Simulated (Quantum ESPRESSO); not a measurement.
# BP (F-43m): third-order response, part 2 of 3

Aim: Raman and infrared lines of BP (F-43m).

Quantum ESPRESSO 8.0 development, patched; DFT LDA, scalar-relativistic, plane waves, PseudoDojo norm-conserving pseudopotentials.

So far. Step 2 (A probe with smearing): A gap of 1.3 eV opens on this mesh, so the crystal is taken as an insulator; the start stands at -5.5 GPa. Step 4 (Ground state): The cell stands at -0.046 GPa, close enough for phonons. The relaxed cell has a = 4.487 Å (conventional setting).

### 5. Zone-centre response

At q = 0 one unit cell holds all displacements; symmetry groups them into irreducible representations that are solved one by one. The response to a field gives ε∞ and the Born charges, which polar modes need. Third-order response adds the Raman tensors.

Contents of ph.in:

```
phonons
&INPUTPH
  prefix = 'x'
  outdir = './tmp'
  fildyn = 'g.dyn'
  tr2_ph = 1.0d-18
  epsil  = .true.
  lraman = .true.
  elop   = .true.
/
0.000000000000 0.000000000000 0.000000000000
```

Command:

```
OMP_NUM_THREADS=1 mpirun -n 4 ph.x -nk 4 -in ph.in > ph.out
```

The log of the run:

```text
[banners, grids, parts of the stress and lines that vanish by symmetry left out]
[banner, memory and clock lines left out]
Program PHONON v.8.0dev

     Dynamical matrices for q-points given in input
     (   1q-points):
       N         xq(1)         xq(2)         xq(3)
       1   0.000000000   0.000000000   0.000000000

     ./tmp/x.save/

     IMPORTANT: XC functional enforced from input :
     Exchange-correlation= PW
                           (   1   4   0   0   0   0   0)
     Any further DFT definition will be discarded
     Please, verify this is what you really want

     G-vector sticks info

     Reading collected, re-writing distributed wavefunctions in ./tmp/

     Number and degeneracy of irreps per q-point
       N         xq(1)         xq(2)         xq(3)   N irreps
       1   0.000000000   0.000000000   0.000000000       2
        3   3

     Calculation of q =    0.0000000   0.0000000   0.0000000

     phonons

     bravais-lattice index     =            2
     lattice parameter (alat)  =       8.4794  a.u.
     unit-cell volume          =     152.4164 (a.u.)^3
     number of atoms/cell      =            2
     number of atomic types    =            2
     kinetic-energy cut-off    =      76.0000  Ry
     charge density cut-off    =     304.0000  Ry
     convergence threshold     =      1.0E-18
     beta                      =       0.7000
     number of iterations used =            4
     Exchange-correlation= PW
                           (   1   4   0   0   0   0   0)

     celldm(1)=    8.47938  celldm(2)=    0.00000  celldm(3)=    0.00000
     celldm(4)=    0.00000  celldm(5)=    0.00000  celldm(6)=    0.00000

     crystal axes: (cart. coord. in units of alat)
               a(1) = ( -0.5000  0.0000  0.5000 )
               a(2) = (  0.0000  0.5000  0.5000 )
               a(3) = ( -0.5000  0.5000  0.0000 )

     reciprocal axes: (cart. coord. in units 2 pi/alat)
               b(1) = ( -1.0000 -1.0000  1.0000 )
               b(2) = (  1.0000  1.0000  1.0000 )
               b(3) = ( -1.0000  1.0000 -1.0000 )

     Atoms inside the unit cell:

     Cartesian axes

     site n.  atom      mass           positions (alat units)
        1  B      10.8100   tau(    1) = (    0.00000    0.00000    0.00000  )
        2  P      30.9738   tau(    2) = (   -0.25000    0.25000    0.25000  )

     Computing dynamical matrix for
                    q = (   0.0000000   0.0000000   0.0000000 )

     25 Sym.Ops. (with q -> -q+G )

     G cutoff =  553.6582  (  13635 G-vectors)     FFT grid: ( 36, 36, 36)
     number of k points=    72
                       cart. coord. in units 2pi/alat
        k(    1) = (   0.0000000   0.0000000   0.0000000), wk =   0.0011574
        k(    2) = (  -0.0833333   0.0833333  -0.0833333), wk =   0.0092593
        k(    3) = (  -0.1666667   0.1666667  -0.1666667), wk =   0.0092593
        [... further k-points left out ...]

     PseudoPot. # 1 for B  read from file:
     ./pseudo/B.upf
     Pseudo is Norm-conserving + core correction, Zval =  3.0

     PseudoPot. # 2 for P  read from file:
     ./pseudo/P.upf
     Pseudo is Norm-conserving + core correction, Zval =  5.0

     Mode symmetry, T_d (-43m)  point group:

     Electric field:
     Dielectric constant
     Born effective charges as d Force / d E
     Raman tensor
     Electro-optic tensor

     Atomic displacements:
     There are    2 irreducible representations

     Representation     1      3 modes -  To be done

     Representation     2      3 modes -  To be done

     Alpha used in Ewald sum =   2.8000

     Electric Fields Calculation

     The passes end when |ddv_scf|^2 is under  1.2E-19 (on this mesh; tr2_ph alone asks  1.0E-18)

      iter #   1   av.it.:   6.4
      thresh= 1.000E-02 alpha_mix =  0.700 |ddv_scf|^2 =  5.779E-08

      [... iterations left out ...]
      iter #   8   av.it.:  11.7
      thresh= 7.301E-11 alpha_mix =  0.700 |ddv_scf|^2 =  1.469E-21

     End of electric fields calculation

          Dielectric constant in cartesian axis

          (       9.159356640       0.000000000       0.000000000 )
          (       0.000000000       9.159356640      -0.000000000 )
          (      -0.000000000      -0.000000000       9.159356640 )

          Effective charges (d Force / dE) in cartesian axis without acoustic sum rule applied (asr)

           atom    1  B     Mean Z*:       -0.64511
      Ex  (       -0.64511       -0.00000        0.00000 )
      Ey  (        0.00000       -0.64511        0.00000 )
      Ez  (        0.00000        0.00000       -0.64511 )
           atom    2  P     Mean Z*:        0.64149
      Ex  (        0.64149       -0.00000       -0.00000 )
      Ey  (       -0.00000        0.64149        0.00000 )
      Ez  (       -0.00000        0.00000        0.64149 )

          Effective charges Sum: Mean:       -0.00362
             -0.00362       -0.00000       -0.00000
             -0.00000       -0.00362        0.00000
              0.00000        0.00000       -0.00362

          Effective charges (d Force / dE) in cartesian axis with asr applied:
           atom    1  B     Mean Z*:       -0.64330
      E*x (       -0.64330        0.00000        0.00000 )
      E*y (        0.00000       -0.64330       -0.00000 )
      E*z (        0.00000       -0.00000       -0.64330 )
           atom    2  P     Mean Z*:        0.64330
      E*x (        0.64330       -0.00000       -0.00000 )
      E*y (       -0.00000        0.64330        0.00000 )
      E*z (       -0.00000        0.00000        0.64330 )

     Calling punch_plot_e
     Writing on file  drho

     Computing Pc [DH,Drho] |psi>

     Derivative coefficient:  0.001000    Threshold: 1.00E-12
     Non-scf  u_k: avg # of iterations = 17.9
     Non-scf Du_k: avg # of iterations = 25.6

          Dielectric constant from finite-differences

          (       9.159283665      -0.000000000       0.000000000 )
          (      -0.000000000       9.159283665      -0.000000000 )
          (       0.000000000       0.000000000       9.159283665 )

              Electro-optic tensor is defined as
            the derivative of the dielectric tensor
              with respect to one electric field
                 units are Rydberg a.u.

            to obtain the static chi^2 multiply by 1/2

            to convert to pm/Volt multiply per 2.7502

          Electro-optic tensor in cartesian axis:

          (       0.000000000      -0.000000000      -0.000000000 )
          (       0.000000000      -0.000000000      18.861254444 )
          (      -0.000000000      18.861254444      -0.000000000 )

          (      -0.000000000      -0.000000000      18.861254444 )
          (      -0.000000000      -0.000000000       0.000000000 )
          (      18.861254444       0.000000000      -0.000000000 )

          (       0.000000000      18.861254444      -0.000000000 )
          (      18.861254444       0.000000000      -0.000000000 )
          (      -0.000000000      -0.000000000       0.000000000 )

          Electro-optic tensor: contribution #   1

          (      -0.000000000      -0.000000000       0.000000000 )
          (      -0.000000000       0.000000000      18.752998200 )
          (      -0.000000000      18.752998200       0.000000000 )

          (       0.000000000       0.000000000      18.752998200 )
          (       0.000000000       0.000000000      -0.000000000 )
          (      18.752998200       0.000000000      -0.000000000 )

          (      -0.000000000      18.752998200       0.000000000 )
          (      18.752998200      -0.000000000       0.000000000 )
          (      -0.000000000      -0.000000000       0.000000000 )

          Electro-optic tensor: contribution #   2

          (       0.000000000      -0.000000000       0.000000000 )
          (      -0.000000000      -0.000000000       0.108256244 )
          (      -0.000000000       0.108256244      -0.000000000 )

          (       0.000000000      -0.000000000       0.108256244 )
          (      -0.000000000      -0.000000000       0.000000000 )
          (       0.108256244       0.000000000      -0.000000000 )

          (      -0.000000000       0.108256244      -0.000000000 )
          (       0.108256244      -0.000000000       0.000000000 )
          (      -0.000000000       0.000000000      -0.000000000 )

     Computing Second order response

      iter #   1   av.it.:   9.9
      thresh= 1.000E-02 alpha_mix =  0.700 |ddv_scf|^2 =  4.328E-07

      [... iterations left out ...]
      iter #   9   av.it.:  12.9
      thresh= 5.349E-11 alpha_mix =  0.700 |ddv_scf|^2 =  1.815E-20

          Raman tensor (au^-1) in cartesian axis

           atom      1
          (       0.000000000       0.000000000       0.000000000 )
          (      -0.000000000       0.000000000       2.932379230 )
          (      -0.000000000       2.932379230      -0.000000000 )

          (       0.000000000       0.000000000       2.932379230 )
          (       0.000000000       0.000000000      -0.000000000 )
          (       2.932379230      -0.000000000       0.000000000 )

          (      -0.000000000       2.932379230      -0.000000000 )
          (       2.932379230      -0.000000000       0.000000000 )
          (      -0.000000000       0.000000000      -0.000000000 )

           atom      2
          (       0.000000000      -0.000000000       0.000000000 )
          (       0.000000000      -0.000000000      -2.933025198 )
          (       0.000000000      -2.933025198       0.000000000 )

          (       0.000000000       0.000000000      -2.933025198 )
          (      -0.000000000      -0.000000000       0.000000000 )
          (      -2.933025198       0.000000000       0.000000000 )

          (       0.000000000      -2.933025198       0.000000000 )
          (      -2.933025198      -0.000000000       0.000000000 )
          (       0.000000000      -0.000000000       0.000000000 )

     Raman tensor (A^2)

     atom #    1    pol.  1
      0.844503925039E-15      0.663819364333E-15      0.903422803530E-16
     -0.844503925039E-15      0.844503925039E-15      0.995965627720E+01
     -0.286738541990E-15      0.995965627720E+01     -0.481170841011E-14
     atom #    1    pol.  2
      0.217214265371E-14      0.235282721441E-14      0.995965627720E+01
      0.903422803530E-16      0.141798100902E-14     -0.368046594308E-14
[...]
atom #    1    pol.  3
[...]
atom #    2    pol.  1
[...]
atom #    2    pol.  2
[...]
atom #    2    pol.  3
[...]
0.379044784959E-14     -0.773801270850E-15      0.228212456022E-14

     Representation #   1 modes #   1   2   3

     Self-consistent Calculation

     The passes end when |ddv_scf|^2 is under  1.2E-19 (on this mesh; tr2_ph alone asks  1.0E-18)

      iter #   1   av.it.:   6.8
      thresh= 1.000E-02 alpha_mix =  0.700 |ddv_scf|^2 =  4.140E-08

      [... iterations left out ...]
      iter #   8   av.it.:  11.9
      thresh= 7.629E-11 alpha_mix =  0.700 |ddv_scf|^2 =  3.887E-21

     End of self-consistent calculation

     Convergence has been achieved

     Representation #   2 modes #   4   5   6

     Self-consistent Calculation

     The passes end when |ddv_scf|^2 is under  1.2E-19 (on this mesh; tr2_ph alone asks  1.0E-18)

      iter #   1   av.it.:   7.0
      thresh= 1.000E-02 alpha_mix =  0.700 |ddv_scf|^2 =  4.172E-08

      [... iterations left out ...]
      iter #   8   av.it.:  11.9
      thresh= 5.252E-11 alpha_mix =  0.700 |ddv_scf|^2 =  2.359E-21

     End of self-consistent calculation

     Convergence has been achieved

     Number of q in the star =    1
     List of q in the star:
          1   0.000000000   0.000000000   0.000000000

          Dielectric constant in cartesian axis

          (       9.159356640       0.000000000       0.000000000 )
          (       0.000000000       9.159356640      -0.000000000 )
          (      -0.000000000      -0.000000000       9.159356640 )

          Effective charges (d Force / dE) in cartesian axis without acoustic sum rule applied (asr)

           atom    1  B     Mean Z*:       -0.64511
      Ex  (       -0.64511       -0.00000        0.00000 )
      Ey  (        0.00000       -0.64511        0.00000 )
      Ez  (        0.00000        0.00000       -0.64511 )
           atom    2  P     Mean Z*:        0.64149
      Ex  (        0.64149       -0.00000       -0.00000 )
      Ey  (       -0.00000        0.64149        0.00000 )
      Ez  (       -0.00000        0.00000        0.64149 )

          Effective charges Sum: Mean:       -0.00362
             -0.00362       -0.00000       -0.00000
             -0.00000       -0.00362        0.00000
              0.00000        0.00000       -0.00362

          Effective charges (d Force / dE) in cartesian axis with asr applied:
           atom    1  B     Mean Z*:       -0.64330
      E*x (       -0.64330        0.00000        0.00000 )
      E*y (        0.00000       -0.64330       -0.00000 )
      E*z (        0.00000       -0.00000       -0.64330 )
           atom    2  P     Mean Z*:        0.64330
      E*x (        0.64330       -0.00000       -0.00000 )
      E*y (       -0.00000        0.64330        0.00000 )
      E*z (       -0.00000        0.00000        0.64330 )

     Diagonalizing the dynamical matrix

     q = (    0.000000000   0.000000000   0.000000000 )

 **************************************************************************
     freq (    1) =      -0.017034 [THz] =      -0.568198 [cm-1]
     freq (    2) =      -0.017034 [THz] =      -0.568198 [cm-1]
     freq (    3) =      -0.017034 [THz] =      -0.568198 [cm-1]
     freq (    4) =      24.618967 [THz] =     821.200343 [cm-1]
     freq (    5) =      24.618967 [THz] =     821.200343 [cm-1]
     freq (    6) =      24.618967 [THz] =     821.200343 [cm-1]
 **************************************************************************

     Mode symmetry, T_d (-43m)  point group:

     freq (   1-   3) =         -0.6  [cm-1]   --> T_2  G_15 P_4   I+R
     freq (   4-   6) =        821.2  [cm-1]   --> T_2  G_15 P_4   I+R
```

Wall time 6.1 min (4 MPI ranks of AMD EPYC (Zen 3), shared host).

Read from the output:

* miss of the charge sum rule: 0.003620 e
* largest acoustic frequency at the zone centre before the sum rule: -0.57 cm⁻¹
* highest optical zone-centre mode (no LO-TO term): 821.2 cm⁻¹
* lowest optical zone-centre mode: 821.2 cm⁻¹
* mean high-frequency dielectric constant: 9.159
* largest Born charge in size (third of the trace): 0.6451 e

Born charge (rows field, columns displacement), before the sum rule (e), principal values of the symmetric part by kind of site:

| atom | atoms with these values | low | middle | high | mean |
| --- | --- | --- | --- | --- | --- |
| B1 | 1 | -0.6451 | -0.6451 | -0.6451 | -0.6451 |
| P2 | 1 | 0.6415 | 0.6415 | 0.6415 | 0.6415 |

In full for P2:

```
0.6415 0.0000 0.0000
0.0000 0.6415 0.0000
0.0000 0.0000 0.6415
```

High-frequency dielectric tensor:

```
9.16 0.00 0.00
0.00 9.16 0.00
0.00 0.00 9.16
```

The acoustic modes at Γ come out as far as 0.6 cm⁻¹ from zero, where they should vanish, a small numerical error; the Born charges miss their sum rule by 0.0036 e, which is good.

### 6. Zone-centre analysis

A rigid shift of the crystal must cost nothing, but grids and finite bases break this; the acoustic sum rule is imposed before the matrix is diagonalised again. With Born charges the intensities follow, and the static dielectric tensor.

Contents of dynmat.in:

```
&INPUT
  fildyn = 'g.dyn'
  asr    = 'simple'
  fileig = 'dynmat.eig'
  lperm  = .true.
/
```

Command:

```
dynmat.x -in dynmat.in > dynmat.out
```

The log of the run:

```text
[banner, memory and clock lines left out]
Program DYNMAT v.8.0dev

     Reading Dynamical Matrix from file g.dyn
     ...Force constants read
     ...epsilon and Z* read
     ...Raman cross sections read
     A direction for q was not specified:TO-LO splitting will be absent

     Polarizability (A^3 units)
     multiply by 0.268833 for Clausius-Mossotti correction (not under assume_isolated = 'mt')
        14.664973    0.000000   -0.000000
         0.000000   14.664973   -0.000000
         0.000000   -0.000000   14.664973

     IR activities are in (D/A)^2/amu units
     Raman activities are in A^4/amu units
     multiply Raman by 0.005223 for Clausius-Mossotti correction (not under assume_isolated = 'mt')

# mode   [cm-1]    [THz]      IR          Raman   depol.fact
    1     -0.00   -0.0000    0.0000         0.0000    0.7500
    2      0.00    0.0000    0.0000         0.0000    0.7500
    3      0.00    0.0000    0.0000         0.0000    0.7500
    4    821.20   24.6190    1.1915       259.9832    0.7500
    5    821.20   24.6190    1.1915       259.9832    0.7500
    6    821.20   24.6190    1.1915       259.9832    0.7500

Electronic dielectric permittivity tensor (relative, adimensional)
         9.159357    0.000000   -0.000000
         0.000000    9.159357   -0.000000
         0.000000   -0.000000    9.159357

 ... with zone-center polar mode contributions
         9.326198    0.000000    0.000000
         0.000000    9.326198   -0.000000
         0.000000   -0.000000    9.326198
```

Elapsed: 0.78 s, on 1 thread.

Numbers from this step:

| Quantity | Value |
| --- | --- |
| mean static dielectric constant | 9.326 |

Unit eigenvectors of the mass-weighted matrix after the sum rule; no LO-TO term. The modes at Γ (shares of kinetic energy by element, %):

| mode | frequency (cm⁻¹) | symmetry | B % | P % |
| --- | --- | --- | --- | --- |
| 1 | 0.0 | acoustic | 26 | 74 |
| 2 | 0.0 | acoustic | 26 | 74 |
| 3 | 0.0 | acoustic | 26 | 74 |
| 4 | 821.2 | T2 | 74 | 26 |
| 5 | 821.2 | T2 | 74 | 26 |
| 6 | 821.2 | T2 | 74 | 26 |

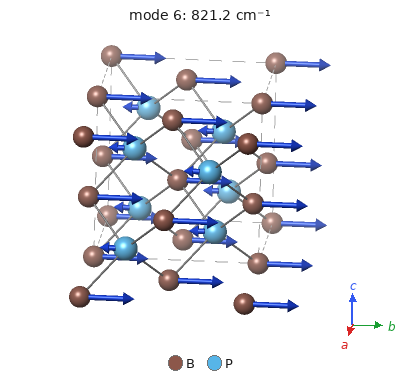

Displacement patterns of mode 6 at Γ; arrows are exaggerated. Bonds to atoms that aren't drawn are left out. 2×1×1 conventional cells are drawn. Some periodic images of atoms are drawn too.

Degenerate modes summed, no LO-TO term. Lines of the infrared spectrum (strongest = 100):

| position (cm⁻¹) | lines merged | label | IR intensity, relative |
| --- | --- | --- | --- |
| 821 | 3 | T2 | 100 |

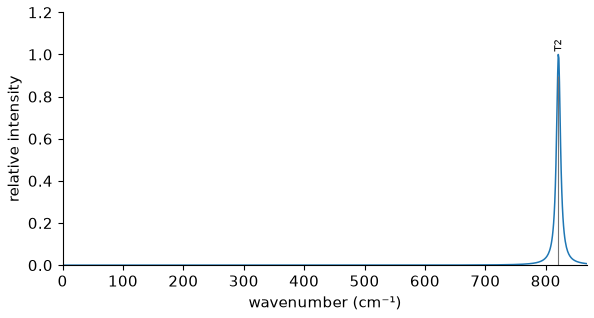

The infrared spectrum, broadened with Lorentzians of width 8 cm⁻¹; bars mark the lines.

Degenerate modes summed. Lines of the Raman spectrum (strongest = 100):

| position (cm⁻¹) | lines merged | label | Raman activity, relative |
| --- | --- | --- | --- |
| 821 | 3 | T2 | 100 |

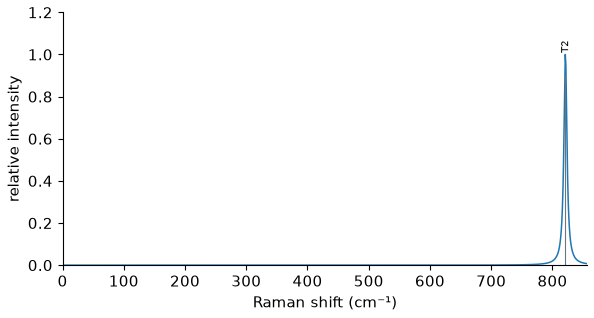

The Raman spectrum, broadened with Lorentzians of width 6 cm⁻¹; bars mark the lines.

Static dielectric tensor (ions relaxed, fixed cell):

```
9.33 0.00 0.00
0.00 9.33 0.00
0.00 0.00 9.33
```

The rule moves no optical mode by more than 0.1 cm⁻¹.

[end of part 2 of 3]

[Host names and launcher messages were left out of these logs when they were recorded.]

[Logs are printed without paths, hosts, clocks, repeated set-up lines and the standing remarks that a program may print on its own settings, such as how far it seeks lower states.]

[Hosts, paths, dates, database ids (printed as entryN), source tags and the programs' standing remarks are cut or masked in the printed files.]
